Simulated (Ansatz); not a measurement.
## Geometry relaxation of Ti

System: Ti (I4/mmm, 2 atoms in the cell).
Method: DFT r2SCAN, scalar-relativistic, plane waves, PAW, no spin polarisation (Ansatz 0.2.0).

The structure derives from an entry of the Crystallography Open Database. It belongs to a series of runs on one base structure; here: uniaxial strain along c, a, b and atoms relaxed: +1.0 %. Figures and captions count atoms from 1; the log counts them from 0 in places.

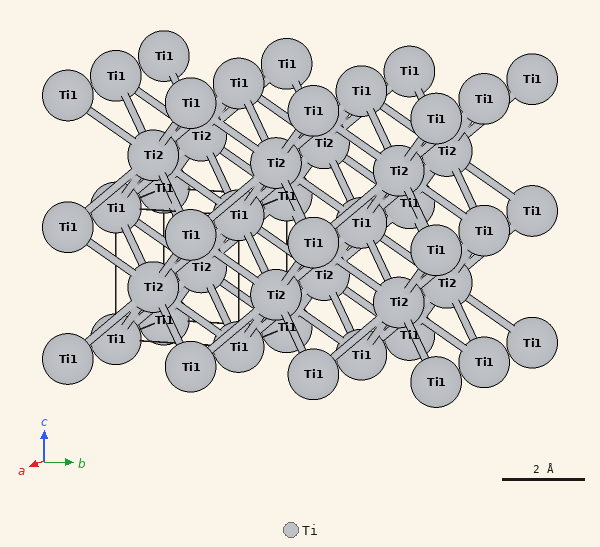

Fig. 1: The input geometry (ball-and-stick view of the cell of the calculation, repeated 2 × 3 × 2, seen slightly off an axis; atoms are numbered from 1 in the order of the input). An atom can appear more than once, as a periodic image. Near neighbours in the periodic cell (some may lie outside the picture): Ti has 8 Ti at 2.82 Å.

Results in brief

- outcome: converged
- space group (tolerance 0.01 Å): I4/mmm (139)
- electrons treated: 24
- free energy: −5008.4785 eV
- Fermi energy: 13.313 eV
- gap on the k-point mesh: none (metallic)
- pressure: 0.17 GPa
- final volume: 34.34 Å³
- largest force (length of the vector) at the end: under 0.001 eV/Å
- final cell: a = 3.234 Å, b = 3.234 Å, c = 3.284 Å, α = 90.00°, β = 90.00°, γ = 90.00°
- hardware: 1 thread of AMD EPYC (Zen 3), 189 GiB of memory available, shared host
- wall time: 3.4 min
- peak memory: 0.62 GiB

The input
```yaml
crystal:
  lattice:
    - [3.2436602717, 0.0, 0.0]
    - [0.0, 3.2436602717, 0.0]
    - [0.0, 0.0, 3.2843076436]
  atoms:
    - { symbol: Ti, position: [0.0, 0.0, 0.0] }
    - { symbol: Ti, position: [0.5, 0.5, 0.5] }
basis:
  ecutwfc: 500
kpoints:
  mp_grid: { grid: [16, 16, 16] }
hamiltonian:
  xc: r2scan
scf:
  occupations: { method: gaussian, width: 0.1 }
output:
  forces: true
  stress: true
  eigenvalues: true
  write_density: true
  write_potential: true
  elf: true
  volumetric_format: npy
relax:
  adjacent_minimum: "off"
  f_tol: 0.008
  max_steps: 40
  cell: { stress_tol: 0.015, fix: [c, angles] }
```

Launched with:
```bash
ansatz run input.yaml --threads 1 --pin off --max-ram 2560MiB --backend cpu --events-out ev --progress --plain --runs-dir out
```

The program's output
```
Engine: ansatz 0.2.0, x86_64-unknown-linux-gnu
Pseudopotentials: kind: paw
Pseudopotential: Ti, paw, valence charge 12, recommended cutoff 500 eV (meta_gga), Ti.paw.azcp
Functional definition: r2SCAN
  parameter k0 = 0.174
  parameter k1 = 0.065
  parameter a1 = 4.9479
  exchange = r2scan_x(k0 = k0, k1 = k1, a1 = a1)
  correlation = r2scan_c
Crystal: 2 atoms, lattice volume = 34.555 Å³
Basis set: ecut = 500 eV, 879 PW (Γ), exchange–correlation on 96×96×96 points (64 copies of the dense FFT grid, shifted against one another)
Bands: 16, of which v1, the nominal top of the filled ones, is band 12 counted from 1 (11 counted from 0)
Symmetry: 32 space group operations
Space group: I4/mmm (ITA 139), of the structure as read, at distance tolerance 3.3e-5 Å
k-points: 405 of 4096
Non-local potential: Ti, projectors of the file, l = 0: 3, l = 1: 2, l = 2: 3, l = 3: 1
PAW form: soft (Blöchl's): semilocal exchange-correlation on the pseudo side does not see the compensation charge
PAW frozen core: Ti, regenerated for the run's functional (the file was generated under x = pbe(κ = 0.804, μ = 0.2195149727645171), c = pbe(β = 0.06672455060314922))
PAW one-centre angular grid: Ti, 590 points (default); XC on 160 Gauss nodes
Initial density: superposition of atomic densities (neutral atoms: chi_scale 0, normalization atom), corrected by the library's trained network
Initial wavefunctions: pseudopotential atomic-orbital guess
Functional: x = r2scan, c = r2scan; τ floored in thin density (d = 2e-4 eV/Å³)
SCF iter   1: F=—  HF=-5008.435280 eV  |F-HF|=—  |Δ(HF+E_count)|=         —  Δρ=1.46e-2  dr2=6.34e-2  dr2_τ=1.36e-2  ethr=1.77e-3  ⟨swp⟩=3.5  Hψ=27898  notcnv=0
preconditioner: auto → none  [metal: Δε(μ)=0.002 eV  Ē_g=3.190 eV  σ=0.100 eV  W_gap=0.01  n_scr=6 (ndim 8)  ℏωp=17.9 eV  f_vac=0.000  D(μ)=4.37/eV (n_scr^D=80)  sad-step TF]
SCF iter   2: F=—  HF=-5008.477133 eV  |F-HF|=—  |Δ(HF+E_count)|=   4.19e-2  Δρ=4.75e-3  dr2=6.70e-3  dr2_τ=6.31e-4  ethr=2.64e-4  ⟨swp⟩=2.3  Hψ=14692  notcnv=0  defer=82
SCF iter   3: F=—  HF=-5008.477551 eV  |F-HF|=—  |Δ(HF+E_count)|=   4.18e-4  Δρ=1.35e-3  dr2=2.58e-4  dr2_τ=8.67e-5  ethr=2.79e-5  ⟨swp⟩=3.0  Hψ=12020  notcnv=0  defer=82
SCF iter   4: F=—  HF=-5008.477965 eV  |F-HF|=—  |Δ(HF+E_count)|=   4.14e-4  Δρ=4.54e-4  dr2=3.44e-5  dr2_τ=3.44e-6  ethr=1.08e-6  ⟨swp⟩=2.0  Hψ=10394  notcnv=0  defer=82
SCF iter   5: F=—  HF=-5008.478010 eV  |F-HF|=—  |Δ(HF+E_count)|=   4.54e-5  Δρ=4.94e-5  dr2=5.47e-7  dr2_τ=1.65e-8  ethr=1.43e-7  ⟨swp⟩=2.5  Hψ=11036  notcnv=0  defer=82
SCF iter   6: F=-5008.478011 eV  HF=-5008.478011 eV  |F-HF|=8.70e-9  |Δ(HF+E_count)|=   2.62e-7  Δρ=1.01e-5  dr2=2.97e-8  dr2_τ=5.68e-10  ethr=4.17e-10  ⟨swp⟩=8.4  Hψ=39896  notcnv=0
SCF 1 converged in 6 iterations: F = -5008.478011 eV  dr2 = 2.97e-8
  greatest PAW one-centre occupation: 1.000 electrons in one spin orbital (limit 2), on the Ti atom at site 1 (counted from 0), in its partial waves of l = 1
relax step   1: F+E_penalty+E_count = -5008.47801073 eV  Δ(F+E_penalty+E_count) = +0.000e0 eV  max|allowed force component| = 2.835e-30 eV/Å  Δτ_max = 0.0000 Å  P = -0.517 GPa  Ω = 34.555 Å³  fix = [c, alpha, beta, gamma]  reactions: c -0.218 GPa  (6 SCF iters, dr2 threshold 1.00e-7 eV, accepted)
Crystal: 2 atoms, lattice volume = 34.207 Å³
Basis set: ecut = 500 eV, 863 PW (Γ), exchange–correlation on 96×96×96 points (64 copies of the dense FFT grid, shifted against one another)
Initial density: handed on by an earlier stage of this run
Initial wavefunctions: those handed on with the density
iter 1 solved again at ethr=4.80e-8 eV; its pass at ethr=3.10e-3 eV (dr2=1.15e-5 eV) is discarded
SCF iter   1: F=—  HF=-5008.474785 eV  |F-HF|=—  |Δ(HF+E_count)|=         —  Δρ=3.94e-4  dr2=2.37e-5  dr2_τ=1.83e-3  ethr=4.80e-8  ⟨swp⟩=3.2  Hψ=44303  notcnv=0
eigensolver tolerance schedule calibrated: the retry pair's looser diagonalisation under-reported the residual by θ = 0.51 (0.11/decade); ethr = c·dr2/N_el runs at the constant in force after the calibration composes with the one it found (an armed cap, an earlier calibration), c = 8.8e-2
preconditioner: auto → none  [metal: Δε(μ)=0.003 eV  Ē_g=3.136 eV  σ=0.100 eV  W_gap=0.02  n_scr=6 (ndim 8)  ℏωp=18.0 eV  f_vac=0.000  D(μ)=4.33/eV (n_scr^D=80)]
SCF iter   2: F=—  HF=-5008.478459 eV  |F-HF|=—  |Δ(HF+E_count)|=   3.67e-3  Δρ=3.13e-4  dr2=1.45e-5  dr2_τ=1.21e-6  ethr=4.80e-8  ⟨swp⟩=3.5  Hψ=14296  notcnv=0
SCF iter   3: F=—  HF=-5008.478468 eV  |F-HF|=—  |Δ(HF+E_count)|=   8.80e-6  Δρ=1.75e-4  dr2=4.23e-6  dr2_τ=1.81e-7  ethr=4.80e-8  ⟨swp⟩=2.8  Hψ=10891  notcnv=0
SCF iter   4: F=—  HF=-5008.478474 eV  |F-HF|=—  |Δ(HF+E_count)|=   5.74e-6  Δρ=4.72e-5  dr2=7.53e-7  dr2_τ=5.22e-8  ethr=1.55e-8  ⟨swp⟩=2.0  Hψ=11095  notcnv=0
SCF iter   5: F=-5008.478474 eV  HF=-5008.478474 eV  |F-HF|=3.35e-9  |Δ(HF+E_count)|=   1.47e-8  Δρ=1.55e-5  dr2=4.58e-8  dr2_τ=2.00e-9  ethr=7.33e-10  ⟨swp⟩=4.6  Hψ=35591  notcnv=0
SCF 2 converged in 5 iterations: F = -5008.478474 eV  dr2 = 4.58e-8
relax step   2: F+E_penalty+E_count = -5008.47847393 eV  Δ(F+E_penalty+E_count) = -4.632e-4 eV  max|allowed force component| = 1.499e-29 eV/Å  Δτ_max = 0.0000 Å  P = +0.618 GPa  Ω = 34.207 Å³  energy of the carried Pulay correction = +1.852e-4 eV  fix = [c, alpha, beta, gamma]  reactions: c +1.014 GPa  (5 SCF iters, dr2 threshold 2.00e-7 eV, accepted)
Crystal: 2 atoms, lattice volume = 34.341 Å³
iter 1 solved again at ethr=7.08e-9 eV; its pass at ethr=3.10e-3 eV (dr2=1.70e-6 eV) is discarded
SCF iter   1: F=—  HF=-5008.478037 eV  |F-HF|=—  |Δ(HF+E_count)|=         —  Δρ=1.47e-4  dr2=3.39e-6  dr2_τ=2.75e-4  ethr=7.08e-9  ⟨swp⟩=3.4  Hψ=44877  notcnv=0
preconditioner: auto → none  [metal: Δε(μ)=0.004 eV  Ē_g=3.122 eV  σ=0.100 eV  W_gap=0.02  n_scr=6 (ndim 8)  ℏωp=17.9 eV  f_vac=0.000  D(μ)=4.36/eV (n_scr^D=80)]
SCF iter   2: F=—  HF=-5008.478574 eV  |F-HF|=—  |Δ(HF+E_count)|=   5.37e-4  Δρ=1.27e-4  dr2=2.50e-6  dr2_τ=1.76e-7  ethr=7.08e-9  ⟨swp⟩=3.5  Hψ=14248  notcnv=0
SCF iter   3: F=—  HF=-5008.478575 eV  |F-HF|=—  |Δ(HF+E_count)|=   1.19e-6  Δρ=6.93e-5  dr2=6.95e-7  dr2_τ=3.05e-8  ethr=7.08e-9  ⟨swp⟩=3.0  Hψ=11439  notcnv=0
SCF iter   4: F=-5008.478576 eV  HF=-5008.478576 eV  |F-HF|=2.49e-8  |Δ(HF+E_count)|=   8.97e-7  Δρ=2.07e-5  dr2=1.36e-7  dr2_τ=8.90e-9  ethr=8.33e-10  ⟨swp⟩=5.0  Hψ=35511  notcnv=0
SCF 3 converged in 4 iterations: F = -5008.478576 eV  dr2 = 1.36e-7
relax step   3: F+E_penalty+E_count = -5008.47857602 eV  Δ(F+E_penalty+E_count) = -1.021e-4 eV  max|allowed force component| = 2.061e-29 eV/Å  Δτ_max = 0.0000 Å  P = +0.177 GPa  Ω = 34.341 Å³  energy of the carried Pulay correction = +1.135e-4 eV  fix = [c, alpha, beta, gamma]  reactions: c +0.535 GPa  (4 SCF iters, dr2 threshold 2.00e-7 eV, accepted)
Initial wavefunctions: pseudopotential atomic-orbital guess (no wavefunctions were taken with the density)
iter 1 solved again at ethr=7.43e-10 eV; its pass at ethr=3.10e-3 eV (dr2=1.78e-7 eV) is discarded
SCF iter   1: F=—  HF=-5008.478466 eV  |F-HF|=—  |Δ(HF+E_count)|=         —  Δρ=2.53e-5  dr2=1.50e-7  dr2_τ=1.41e-7  ethr=7.43e-10  ⟨swp⟩=3.0  Hψ=44714  notcnv=0
preconditioner: auto → none  [metal: Δε(μ)=0.004 eV  Ē_g=3.123 eV  σ=0.100 eV  W_gap=0.02  n_scr=6 (ndim 8)  ℏωp=17.9 eV  f_vac=0.000  D(μ)=4.36/eV (n_scr^D=80)]
SCF iter   2: F=—  HF=-5008.478466 eV  |F-HF|=—  |Δ(HF+E_count)|=   2.06e-8  Δρ=1.09e-5  dr2=1.65e-8  dr2_τ=2.72e-9  ethr=6.27e-10  ⟨swp⟩=2.6  Hψ=10019  notcnv=0
SCF iter   3: F=—  HF=-5008.478466 eV  |F-HF|=—  |Δ(HF+E_count)|=   6.42e-9  Δρ=3.97e-6  dr2=4.28e-9  dr2_τ=7.52e-10  ethr=6.86e-11  ⟨swp⟩=2.2  Hψ=10947  notcnv=0
SCF iter   4: F=—  HF=-5008.478466 eV  |F-HF|=—  |Δ(HF+E_count)|=   1.03e-9  Δρ=8.03e-7  dr2=6.44e-11  dr2_τ=2.78e-11  ethr=1.78e-11  ⟨swp⟩=2.5  Hψ=9937  notcnv=0
SCF iter   5: F=-5008.478466 eV  HF=-5008.478466 eV  |F-HF|=3.64e-12  |Δ(HF+E_count)|=  1.56e-10  Δρ=1.15e-7  dr2=1.61e-12  dr2_τ=6.55e-13  ethr=1.00e-12  ⟨swp⟩=3.3  Hψ=26405  notcnv=0
SCF 4 converged in 5 iterations: F = -5008.478466 eV  dr2 = 1.61e-12
relax step   4: F+E_penalty+E_count = -5008.47846555 eV  Δ(F+E_penalty+E_count) = +1.105e-4 eV  max|allowed force component| = 2.120e-29 eV/Å  Δτ_max = 0.0000 Å  P = +0.172 GPa  Ω = 34.341 Å³  fix = [c, alpha, beta, gamma]  reactions: c +0.532 GPa  stress off target by 8.24e-3 GPa on what of the cell is left free  SCF on the basis re-selected at this cell (its energy is not comparable with the rows above)  (5 SCF iters)
```

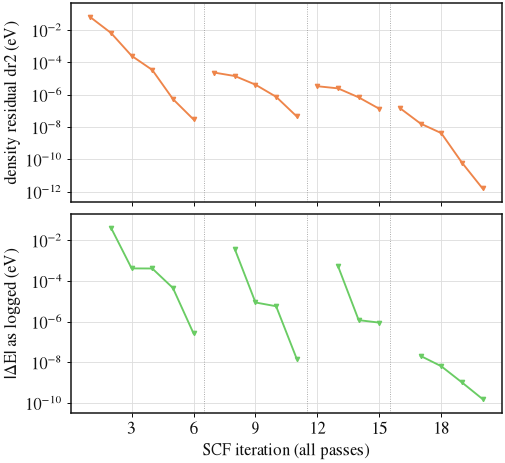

Fig. 2: Convergence of the self-consistent field: density residual dr2 and size of the energy change against the SCF iteration. The dotted lines part the SCF passes of the relaxation: geometry steps, rejected trials and re-solves on a re-selected basis. The passes take 6, 5, 4 and 5 iterations.

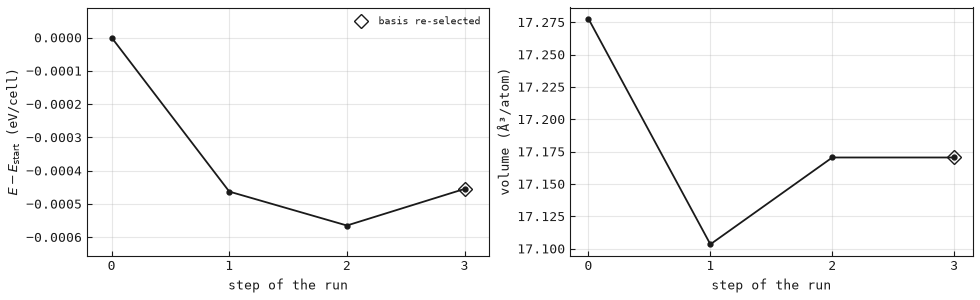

Fig. 3: Progress of the relaxation, step by step (the first geometry is step 0 here and step 1 in the log). No atom moves by more than 0.005 Å relative to the cell. After 2 geometry steps the energy has fallen by 0.6 meV per cell of the calculation. All forces vanish by symmetry, so only the cell relaxes. Pressure: −0.52 GPa at the start and 0.17 GPa at the end. A last SCF at the same geometry on a re-selected plane-wave basis shifts the energy by +0.1 meV per cell of the calculation.

```
basis re-selected at this cell: Δ(F+E_penalty+E_count) = +1.105e-4 eV, ΔP = -0.005 GPa vs the last step (what re-selecting the basis moved, of the pressure what is left beyond the Pulay correction that the steps carried, after the strain that the cell walked since its last selection, with what the two solves' SCF thresholds leave and, on support functions, any second-order correction that the steps lacked; it is no measure of the basis error at this ecutwfc). This SCF's stress stands 8.24e-3 GPa from its target on what of the cell is left free (relax.cell.stress_tol is 1.50e-2 GPa) and its largest allowed force component is 2.12e-29 eV/Å (relax.f_tol is 8.00e-3 eV/Å): within both
SCF converged after 5 iterations
Free energy (F): -5008.478466 eV
Harris-Foulkes:  -5008.478466 eV  (|F-HF|=3.64e-12)
Internal energy: -5008.456671 eV  (E = F + TS)
E sigma→0 (E₀):  -5008.467568 eV
Entropy (-TS):   -0.021795 eV (-10.897 meV/atom)
Fermi energy:    13.313058 eV
--- Per-component energies (eV) ---
  E_band       = -335.730667
  E_kinetic    = 545.664565
  E_local      = -1606.872725  (includes V_loc(G=0)·N_el)
  E_nonlocal   = 15.185595
  E_hartree    = 659.118083
  E_xc         = -185.670035
  E_vxc        = -265.459620  (∫ρ·V_xc dr)
  E_paw        = -2113.787572  (= ΣΔE_a)
  E_vpaw       = -360.787773  (= ΣTr[D̂ρ^β])
  E_aug_tail   = 0.000183  (compensation charges beyond the density's cutoff)
  E_vtau       = 18.302960  (kinetic-family band-sum trace: ∫τ·v_τ [+ j·A + Jᵃ·Aᵃ] dr)
  E_ewald      = -2321.587850
  E_core_change = -0.506914  (= ΣΔE_core)
  E_smearing   = -0.021795  (= −TS)
  E_closure    = -0.000000  (closes the sum)
  Σ components = -5008.478466   (vs F -5008.478466, Δ=0.00e0)
--- Forces (eV/Å), atoms counted from 1 ---
  atom   1  Ti    -0.00000000    -0.00000000     0.00000000
  atom   2  Ti     0.00000000     0.00000000    -0.00000000
  max |Σ_I F_I| component: 2.39e-29 eV/Å
--- Stress (GPa, compression-positive) ---
       -0.008241       0.000000       0.000000
        0.000000      -0.008241       0.000000
        0.000000       0.000000       0.531881
  P = ⅓ Tr σ = 0.1718 GPa (1.718 kbar)
--- Band table (eV; the first three rows and the last of 405) ---
  k-point 0: bands = ["-45.5949", "-45.3537", "-20.8757", "-20.8542", "-20.8542", "-20.3749", "-20.3749", "-20.3738", "6.9227", "10.9881", "11.0274", "14.4212", "14.4212", "14.5449", "16.1916", "16.3350"]
  k-point 1: bands = ["-45.5922", "-45.3557", "-20.8756", "-20.8493", "-20.8493", "-20.3837", "-20.3792", "-20.3792", "6.9923", "11.0203", "11.0667", "14.4154", "14.4154", "14.5697", "16.1283", "16.3547"]
  k-point 2: bands = ["-45.5844", "-45.3615", "-20.8749", "-20.8350", "-20.8350", "-20.4122", "-20.3921", "-20.3921", "7.1981", "11.1080", "11.1840", "14.4014", "14.4014", "14.6434", "15.9425", "16.4111"]
  k-point 404: bands = ["-45.4404", "-45.4404", "-20.7347", "-20.7347", "-20.7347", "-20.7347", "-20.7229", "-20.7229", "12.6018", "12.6018", "12.6590", "12.6590", "12.6590", "12.6590", "16.6683", "16.6683"]
--- Relaxed structure (3 steps of the walk, 3 accepted, 1 SCFs on fresh bases) ---
  F+E_penalty+E_count = -5008.47846555 eV   max|allowed force component| = 2.120e-29 eV/Å   (the final SCF, on the basis selected at the relaxed cell)
  cell:  # Å, volume = 34.3409 Å³
    - [3.2335834136836876, -1.1335382121339365e-128, 2.378737240670272e-113]
    - [-1.1335382121339365e-128, 3.2335834136836876, -1.1993280238501646e-128]
    - [2.4085459780764336e-113, -1.2143571971087995e-128, 3.2843076436]
  atoms:
    - { symbol: Ti, position: [0.0, 0.0, 0.0] }
    - { symbol: Ti, position: [0.49999999999999994, 0.49999999999999994, 0.5] }
```

Trajectory as extended XYZ (Å, eV, eV/Å), 4 frames, from step=1 to step=4
```
2
Lattice="3.2437 0.0000 0.0000 0.0000 3.2437 0.0000 0.0000 0.0000 3.2843" Properties=species:S:1:pos:R:3:forces:R:3 step=1 energy=-5008.47801 pressure_GPa=-0.52
Ti    0.0000    0.0000    0.0000    0.0000   0.0000   0.0000
Ti    1.6218    1.6218    1.6422    0.0000   0.0000   0.0000
2
Lattice="3.2273 0.0000 0.0000 0.0000 3.2273 0.0000 0.0000 0.0000 3.2843" Properties=species:S:1:pos:R:3:forces:R:3 step=2 energy=-5008.47847 pressure_GPa=0.62
Ti    0.0000    0.0000    0.0000    0.0000   0.0000   0.0000
Ti    1.6136    1.6136    1.6422    0.0000   0.0000   0.0000
2
Lattice="3.2336 0.0000 0.0000 0.0000 3.2336 0.0000 0.0000 0.0000 3.2843" Properties=species:S:1:pos:R:3:forces:R:3 step=3 energy=-5008.47858 pressure_GPa=0.18
Ti    0.0000    0.0000    0.0000    0.0000   0.0000   0.0000
Ti    1.6168    1.6168    1.6422    0.0000   0.0000   0.0000
2
Lattice="3.2336 0.0000 0.0000 0.0000 3.2336 0.0000 0.0000 0.0000 3.2843" Properties=species:S:1:pos:R:3:forces:R:3 step=4 energy=-5008.47847 pressure_GPa=0.17
Ti    0.0000    0.0000    0.0000    0.0000   0.0000   0.0000
Ti    1.6168    1.6168    1.6422    0.0000   0.0000   0.0000
```

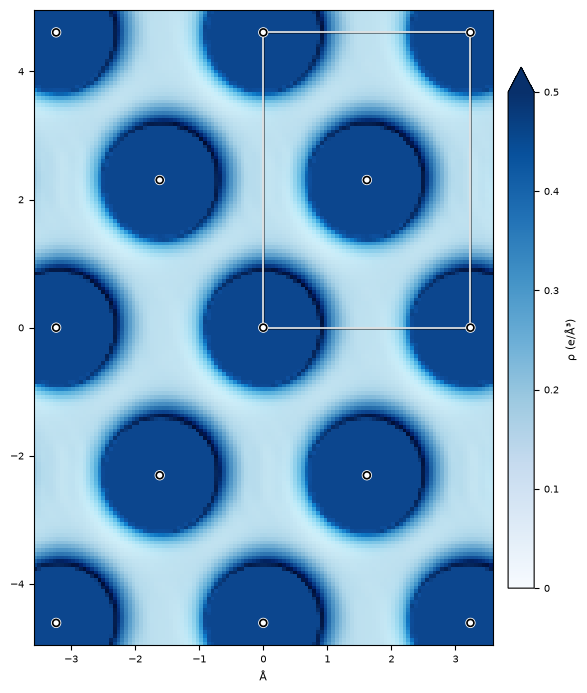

Fig. 4: Valence charge density (pseudo) on the (101̄) plane of the conventional cell. Circles mark the nuclei in the plane (Ti). Ti–Ti (2.82 Å): ρ at the midpoint is about 0.19 e/Å³. Away from the nuclei the density in this plane falls to 0.19 e/Å³ at its lowest. In a PAW calculation such maps are meaningful between the atoms, not at the nuclei.

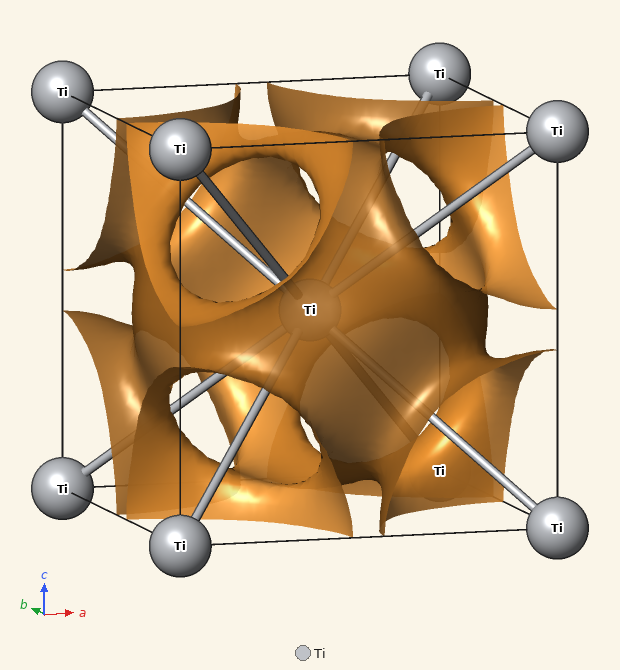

Fig. 5: Isosurface of the electron localisation function at 0.45 (orange), seen slightly off an axis. Core shells and regions of very low density are left out. Sticks mark near contacts. The outline is the cell set on symmetry axes. The ELF exceeds this value in one network that runs through the whole crystal, counted in one cell of 2 atoms.  Values along the shortest contacts: Ti–Ti (2.82 Å): the ELF is about 0.15 at the midpoint (no shared electron pair).
